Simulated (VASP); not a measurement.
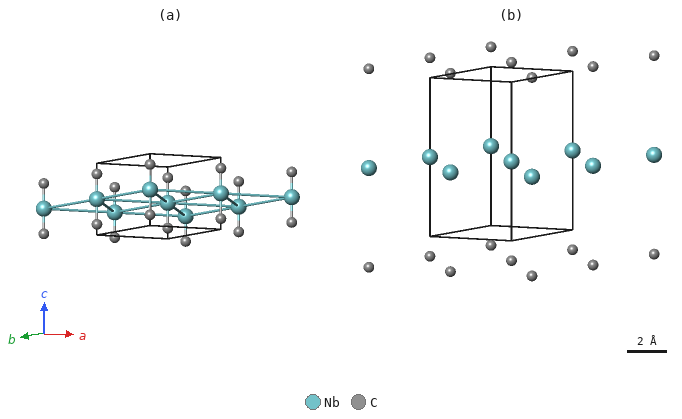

The structure of solid NbC₂ (a generated structure, set up in P6/mmm) before (left) and after (right) a relaxation, at one scale.

The picture is a ball-and-stick view of the cell of the calculation, repeated 2 × 2 × 1 with one cell outlined, seen from a free direction.

The run lets cell and atoms move.

Method: Kohn-Sham DFT of a periodic cell, PBE, VASP PAW PBE potentials, recommended in VASP 6.6.1.

The input:
```
SYSTEM = NbC2
PREC     = Normal         ! precision mode
ENCUT    = 520            ! plane-wave cutoff, eV
EDIFF    = 1E-4           ! SCF threshold, eV
ISMEAR   = 0              ! smearing method
SIGMA    = 0.15           ! smearing width, eV
LREAL    = .FALSE.        ! projectors in reciprocal space
LASPH    = .TRUE.         ! aspherical terms in the spheres
NELM     = 60             ! most SCF steps
ALGO     = Fast           ! electronic algorithm
ISIF     = 3              ! what is computed and relaxed
LWAVE    = .FALSE.        ! write WAVECAR
LCHARG   = .FALSE.        ! write CHGCAR
GGA      = PE             ! functional
IBRION   = 2              ! ionic algorithm
NSW      = 24             ! ionic steps
EDIFFG   = -0.08          ! ionic threshold
```

Command:
```bash
cat potpaw_PBE.64/Nb_sv/POTCAR potpaw_PBE.64/C/POTCAR > POTCAR
mpirun -np 1 vasp_std > vasp.out
```

**Describe what moved and what it gained.**

The relaxation stopped without meeting its thresholds, so the last structure isn't shown to be converged. After 23 geometry steps the energy has risen by 266.593 eV per cell of the calculation. Largest force component: 21 eV/Å at the start, 57 eV/Å at the end. The pressure goes from 129.96 to 60.88 GPa. The largest moves relative to the cell, 2.32 Å, are those of C atoms. Nb stays in place. The drawn cell changes as follows: a = b 3.868 → 4.450 Å (+15.0 %), c 3.830 → 8.472 Å (+121.2 %); the volume changes by +192.8 %. Some distances before and after: C–Nb 1.345 → 5.296 Å, C–C 1.141 → 2.120 Å, C–Nb 2.485 → 3.176 Å, Nb–Nb 3.868 → 4.450 Å. Bonds break, among them: C–Nb (1.34 → 5.30 Å). The space group stays P6/mmm (No. 191). The run ends above its starting energy, so the optimiser went astray. The volume changes by over a tenth within one run on a fixed set of plane waves, so the end point should be relaxed again from the new cell. It ran on 1 thread of Intel(R) Xeon(R) Platinum 8259CL CPU @ 2.50GHz (Skylake/Cascade Lake), on a shared host.
